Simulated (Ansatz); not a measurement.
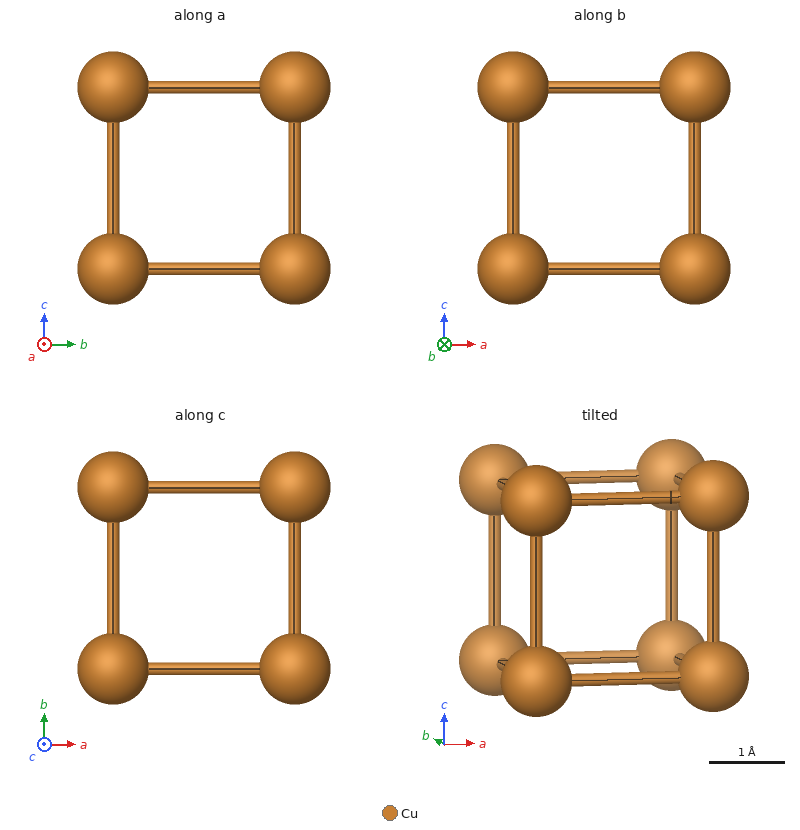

Shown here is a ball-and-stick view of the crystal, taken along the a axis, along the b axis, along the c axis and slightly off an axis. The conventional unit cell is outlined; an atom on or near a face, edge or corner is repeated at each equivalent position.

Lattice parameters: a = 2.430 Å, b = 2.430 Å, c = 2.430 Å, α = 90.00°, β = 90.00°, γ = 90.00°.

### Reconstruct the structure as a table of Wyckoff sites.

Space group Pm-3m (No. 221).
```json
{"atom": "Cu", "site": "1a", "x": "0.0000", "y": "0.0000", "z": "0.0000"}
```

The structure was taken from a structure type filled with this element by a generator (whether the element takes this form wasn't checked). The picture shows the end point of a geometry optimisation with DFT, revPBE, plane waves (420 eV) with PAW, scalar-relativistic (Ansatz 0.2.0).
